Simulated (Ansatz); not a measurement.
# How KF (Carobbiite, Fm-3m) expands on warming, part 2 of 5

Aim: the lattice, expansion, heat capacity and bulk modulus of KF (Carobbiite) as it warms.

What experiment has found for this phase:
- volume expansion coefficient 104.4 1e-6/K and heat capacity C_P per formula unit 49 J/mol/K near room temperature (given in “High-Throughput Prediction of Finite-Temperature Properties using the Quasi-Harmonic Approximation”, 2016, arXiv:1603.06924)
- volume expansion coefficient 95.1 1e-6/K near room temperature (given in “Descriptors for thermal expansion in solids”, 2017, arXiv:1701.03966)

Ansatz 0.2.0; DFT LDA, scalar-relativistic, plane waves, PAW (the session's first sound run).

So far. Step 2 (Probe on a coarse mesh): The start is under -3.5 GPa at this level and looks like an insulator or semiconductor on this mesh.

**4. A second relaxation**

The relaxation is run once more from where the first one ended, as the script does after a large change of volume or of the gap, with mesh and occupations reviewed.

input.yaml

```yaml
crystal:
  lattice:
    - [0.0, 2.5812886551, 2.5812886551]
    - [2.5812886551, 0.0, 2.5812886551]
    - [2.5812886551, 2.5812886551, 0.0]
  atoms:
    - { symbol: K, position: [0.0, 0.0, 0.0] }
    - { symbol: F, position: [0.5, 0.5, 0.5] }
kpoints:
  mp_grid: { grid: [8, 8, 8] }
hamiltonian:
  xc: lda
scf:
  occupations: { method: gaussian, width: 0.02 }
output:
  forces: true
  stress: true
  eigenvalues: true
  write_density: true
  write_potential: true
  elf: true
  volumetric_format: npy
relax:
  adjacent_minimum: "off"
  f_tol: 0.005
  max_steps: 80
  cell: { stress_tol: 0.05 }
```

On the command line:

```bash
$ ansatz run input.yaml --threads 4 --pin off --max-ram 16384MiB --backend cpu --events-out ev --progress --plain --runs-dir out
```

Numbers of over 12 decimals in the logs are rounded to 6 here.

The log of the run:

```text
[...]
Crystal: 2 atoms, lattice volume = 34.399 Å³
Basis set: ecut = 420 eV, 645 PW (Γ)
Bands: 12, of which v1, the nominal top of the filled ones, is band 8 counted from 1 (7 counted from 0)
Symmetry: 48 space group operations
[...]
k-points: 29 of 512
[...]
SCF iter   1: F=—  HF=-2292.800176 eV  |F-HF|=—  |Δ(HF+E_count)|=         —  Δρ=1.66e-2  dr2=7.00e-2  ethr=1.77e-3  ⟨swp⟩=6.4  Hψ=2264  notcnv=0
[...]
SCF iter   6: F=-2292.778749 eV  HF=-2292.778749 eV  |F-HF|=9.68e-9  |Δ(HF+E_count)|=   1.32e-8  Δρ=7.21e-6  dr2=1.12e-8  ethr=5.79e-10  ⟨swp⟩=5.0  Hψ=1793  notcnv=0
SCF 1 converged in 6 iterations: F = -2292.778749 eV  dr2 = 1.12e-8
[...]
relax step   1: F+E_penalty+E_count = -2292.77874897 eV  Δ(F+E_penalty+E_count) = +0.000e0 eV  max|allowed force component| = 1.325e-29 eV/Å  Δτ_max = 0.0000 Å  P = -0.012 GPa  Ω = 34.399 Å³  (6 SCF iters, dr2 threshold 1.00e-7 eV, accepted)
[...]
SCF iter   4: F=-2292.778749 eV  HF=-2292.778749 eV  |F-HF|=5.46e-12  |Δ(HF+E_count)|=  3.64e-12  Δρ=3.10e-7  dr2=1.20e-11  ethr=1.00e-12  ⟨swp⟩=5.0  Hψ=1230  notcnv=0
SCF 2 converged in 4 iterations: F = -2292.778749 eV  dr2 = 1.20e-11
relax step   2: F+E_penalty+E_count = -2292.77874898 eV  Δ(F+E_penalty+E_count) = -6.693e-9 eV  max|allowed force component| = 2.370e-29 eV/Å  Δτ_max = 0.0000 Å  P = -0.011 GPa  Ω = 34.399 Å³  stress off target by 1.12e-2 GPa  SCF on the basis re-selected at this cell (its energy is not comparable with the rows above)  (4 SCF iters)
basis re-selected at this cell: Δ(F+E_penalty+E_count) = -6.693e-9 eV, ΔP = +0.000 GPa vs the last step (what re-selecting the basis moved, of the pressure what is left beyond the Pulay correction that the steps carried, after the strain that the cell walked since its last selection, with what the two solves' SCF thresholds leave and, on support functions, any second-order correction that the steps lacked; it is no m [...]
SCF converged after 4 iterations
Free energy (F): -2292.778749 eV
[...]
Internal energy: -2292.778749 eV  (E = F + TS)
E sigma→0 (E₀):  -2292.778749 eV
Fermi energy:    4.958727 eV
[...]
--- Stress (GPa, compression-positive) ---
       -0.011189       0.000000       0.000000
        0.000000      -0.011189       0.000000
       -0.000000      -0.000000      -0.011189
  P = ⅓ Tr σ = -0.0112 GPa (-0.112 kbar)
--- Band table (eV; the first three rows and the last of 29) ---
  k-point 0: bands = [... 4 lower, -6.9760, 1.7756, 1.7756, 1.7756, 8.1418, 12.5715, 12.5715, 12.5715]
  k-point 1: bands = [... 4 lower, -6.9826, 1.6007, 1.7037, 1.7037, 8.6233, 12.2836, 12.8089, 12.8089]
  k-point 2: bands = [... 4 lower, -6.9982, 1.2366, 1.5362, 1.5362, 9.7835, 11.9342, 13.4062, 13.4062]
  k-point 28: bands = [... 4 lower, -7.0801, 1.2602, 1.6571, 1.6571, 11.5699, 11.5699, 13.4381, 15.7585]
--- Relaxed structure (1 steps of the walk, 1 accepted, 1 SCFs on fresh bases) ---
[...]
cell:  # Å, volume = 34.3985 Å³
    - [0.0, 2.5812886551, 2.5812886551]
    - [2.5812886551, 0.0, 2.5812886551]
    - [2.5812886551, 2.5812886551, 0.0]
  atoms:
    - { symbol: K, position: [0.0, 0.0, 0.0] }
    - { symbol: F, position: [0.5, 0.5, 0.5] }
```

The job ended after 0.69 s (4 threads of Arm Neoverse V1, shared host; peak memory 0.28 GiB).

Little changed from the start: no atom moved by 0.005 Å and no cell edge by 0.1 %.

This step gave:

```yaml
pressure: -0.01119 GPa
```

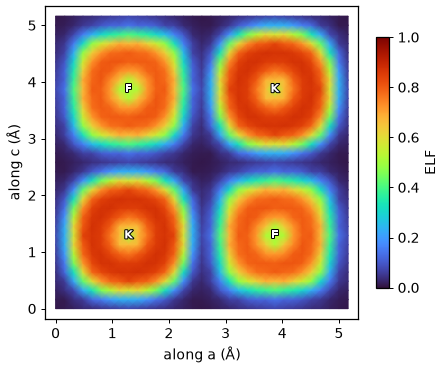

ELF in the ac plane of the conventional cell at fractional y = 0.000, with atoms of K and F within 0.2 Å of it. It is the smooth field of the valence electrons, not physical close to the nuclei. The map starts off the cell's origin, so that atoms lie inside it.

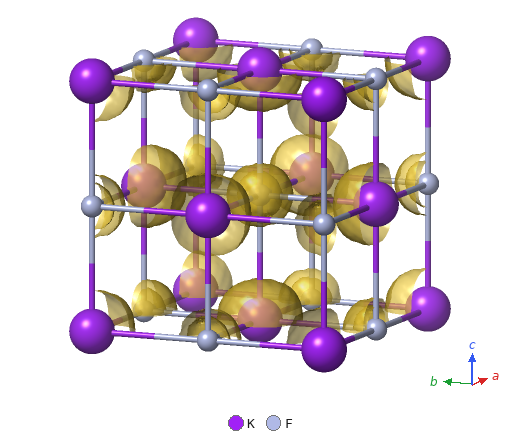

Surface of ELF = 0.79.

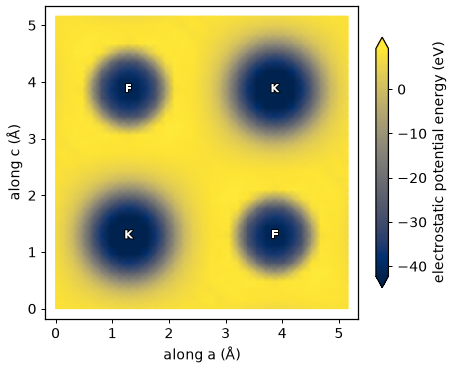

Electrostatic potential energy in the ac plane of the conventional cell at fractional y = 0.000, with atoms of K and F within 0.2 Å of it. With pseudopotentials it is smooth inside the atoms' cores, unlike the true potential. The map starts off the cell's origin, so that atoms lie inside it.

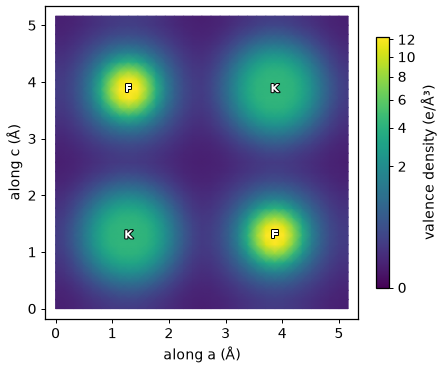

Valence density in the ac plane of the conventional cell at fractional y = 0.000, with atoms of K and F within 0.2 Å of it. It is the smooth field of the valence electrons, not physical close to the nuclei. The map starts off the cell's origin, so that atoms lie inside it. The colour scale is stretched toward low values.

**5. Relaxing to small residual forces and stress**

The thresholds are tightened for a last relaxation ahead of the phonons, and where mesh or smearing change with them the cell follows.

input.yaml, as its differences from that of step 4:

```diff
@@ -13,3 +13,3 @@
 scf:
-  occupations: { method: gaussian, width: 0.02 }
+  occupations: { method: fixed }
 output:
@@ -24,4 +24,4 @@
   adjacent_minimum: "off"
-  f_tol: 0.005
-  max_steps: 80
-  cell: { stress_tol: 0.05 }
+  f_tol: 0.001
+  max_steps: 60
+  cell: { stress_tol: 0.01 }
```

The log of the run:

```text
[...]
Crystal: 2 atoms, lattice volume = 34.399 Å³
Basis set: ecut = 420 eV, 645 PW (Γ)
Bands: 12, of which v1, the nominal top of the filled ones, is band 8 counted from 1 (7 counted from 0)
Symmetry: 48 space group operations
[...]
k-points: 29 of 512
[...]
SCF iter   1: F=—  HF=-2292.800198 eV  |F-HF|=—  |Δ(HF+E_count)|=         —  Δρ=1.66e-2  dr2=7.00e-2  ethr=1.77e-3  ⟨swp⟩=4.6  Hψ=1892  notcnv=0  defer=47
[...]
SCF iter   6: F=-2292.778749 eV  HF=-2292.778749 eV  |F-HF|=9.22e-9  |Δ(HF+E_count)|=   1.25e-8  Δρ=7.02e-6  dr2=1.07e-8  ethr=5.69e-10  ⟨swp⟩=6.9  Hψ=2521  notcnv=0
SCF 1 converged in 6 iterations: F = -2292.778749 eV  dr2 = 1.07e-8
[...]
relax step   1: F+E_penalty+E_count = -2292.77874897 eV  Δ(F+E_penalty+E_count) = +0.000e0 eV  max|allowed force component| = 1.341e-29 eV/Å  Δτ_max = 0.0000 Å  P = -0.012 GPa  Ω = 34.399 Å³  (6 SCF iters, dr2 threshold 1.00e-7 eV, accepted)
Crystal: 2 atoms, lattice volume = 34.390 Å³
[...]
SCF iter   4: F=-2292.778776 eV  HF=-2292.778776 eV  |F-HF|=5.00e-11  |Δ(HF+E_count)|=   1.13e-9  Δρ=1.16e-6  dr2=1.93e-10  ethr=2.10e-12  ⟨swp⟩=5.2  Hψ=2018  notcnv=0
SCF 2 converged in 4 iterations: F = -2292.778776 eV  dr2 = 1.93e-10
relax step   2: F+E_penalty+E_count = -2292.77877644 eV  Δ(F+E_penalty+E_count) = -2.747e-5 eV  max|allowed force component| = 2.748e-29 eV/Å  Δτ_max = 0.0000 Å  P = +0.001 GPa  Ω = 34.390 Å³  energy of the carried Pulay correction = +2.719e-5 eV  (4 SCF iters, dr2 threshold 3.37e-10 eV, accepted)
[...]
SCF iter   6: F=-2292.778776 eV  HF=-2292.778776 eV  |F-HF|=0.00e0  |Δ(HF+E_count)|=  9.09e-13  Δρ=3.60e-8  dr2=1.80e-13  ethr=1.00e-12  ⟨swp⟩=6.4  Hψ=1776  notcnv=0
SCF 3 converged in 6 iterations: F = -2292.778776 eV  dr2 = 1.80e-13
relax step   3: F+E_penalty+E_count = -2292.77877644 eV  Δ(F+E_penalty+E_count) = -1.728e-11 eV  max|allowed force component| = 8.743e-29 eV/Å  Δτ_max = 0.0000 Å  P = +0.000 GPa  Ω = 34.390 Å³  stress off target by 3.75e-5 GPa  SCF on the basis re-selected at this cell (its energy is not comparable with the rows above)  (6 SCF iters)
[...]
SCF converged after 6 iterations
Free energy (F): -2292.778776 eV
[...]
Internal energy: -2292.778776 eV  (E = F + TS)
E sigma→0 (E₀):  -2292.778776 eV
Fermi energy:    1.777626 eV
[...]
--- Stress (GPa, compression-positive) ---
        0.000037      -0.000000      -0.000000
       -0.000000       0.000037      -0.000000
       -0.000000      -0.000000       0.000037
  P = ⅓ Tr σ = 0.0000 GPa (0.000 kbar)
--- Band table (eV; the first three rows and the last of 29) ---
  k-point 0: bands = [... 4 lower, -6.9731, 1.7776, 1.7776, 1.7776, 8.1453, 12.5742, 12.5742, 12.5742]
  k-point 1: bands = [... 4 lower, -6.9797, 1.6027, 1.7057, 1.7057, 8.6269, 12.2863, 12.8116, 12.8116]
  k-point 2: bands = [... 4 lower, -6.9953, 1.2384, 1.5381, 1.5381, 9.7873, 11.9370, 13.4091, 13.4091]
  k-point 28: bands = [... 4 lower, -7.0773, 1.2619, 1.6593, 1.6593, 11.5728, 11.5728, 13.4416, 15.7623]
--- Relaxed structure (2 steps of the walk, 2 accepted, 1 SCFs on fresh bases) ---
[...]
cell:  # Å, volume = 34.3898 Å³
    - [0, 2.581070, 2.581070]
    - [2.581070, 0, 2.581070]
    - [2.581070, 2.581070, 0]
  atoms:
    - { symbol: K, position: [0, 0, 0] }
    - { symbol: F, position: [0.500000, 0.500000, 0.500000] }
```

It took 0.92 s on 4 threads; peak memory 0.28 GiB.

Little changed from the start: no atom moved by 0.005 Å and no cell edge by 0.1 %.

This step gave:

- pressure: 3.75e-5 GPa
- gap on the k-mesh: 6.368 eV
- volume per atom: 17.19 Å³

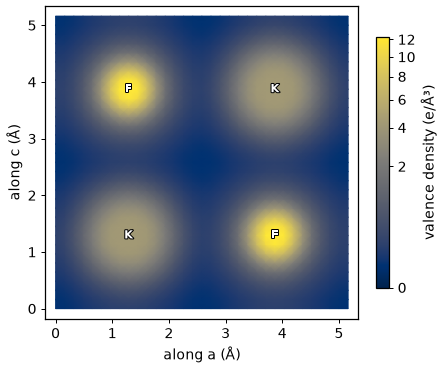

Valence density in the ac plane of the conventional cell at fractional y = 0.000, with atoms of K and F within 0.2 Å of it. It is the smooth field of the valence electrons, not physical close to the nuclei. The map starts off the cell's origin, so that atoms lie inside it. The colour scale is stretched toward low values.

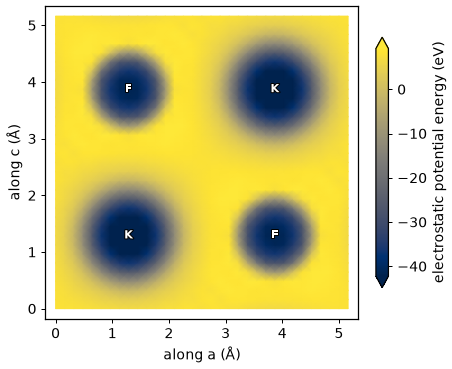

Electrostatic potential energy in the ac plane of the conventional cell at fractional y = 0.000, with atoms of K and F within 0.2 Å of it. With pseudopotentials it is smooth inside the atoms' cores, unlike the true potential. The map starts off the cell's origin, so that atoms lie inside it.

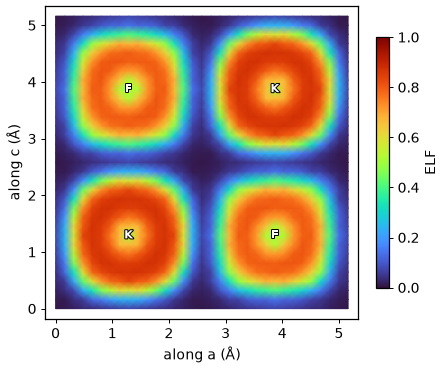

ELF in the ac plane of the conventional cell at fractional y = 0.000, with atoms of K and F within 0.2 Å of it. It is the smooth field of the valence electrons, not physical close to the nuclei. The map starts off the cell's origin, so that atoms lie inside it.

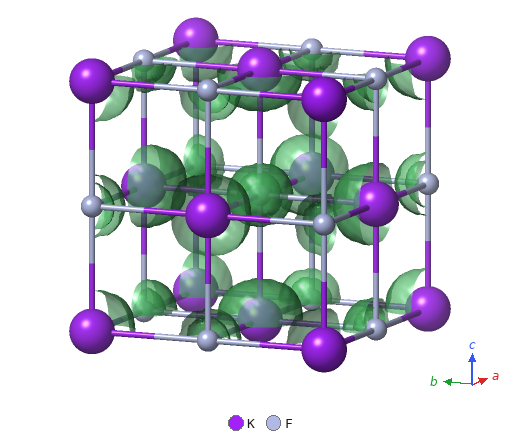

Surface of ELF = 0.79.

The residual pressure is 3.7e-5 GPa, small enough for phonons.

(Part 2 of 5 ends here.)

[Logs are printed without paths, hosts, clocks, repeated set-up lines and the standing remarks that a program may print on its own settings, such as how far it seeks lower states.]

[Hosts, paths, dates, database ids (printed as entryN), source tags and the programs' standing remarks are cut or masked in the printed files.]

[A step with changed settings may run another functional than the one named; its input shows which.]
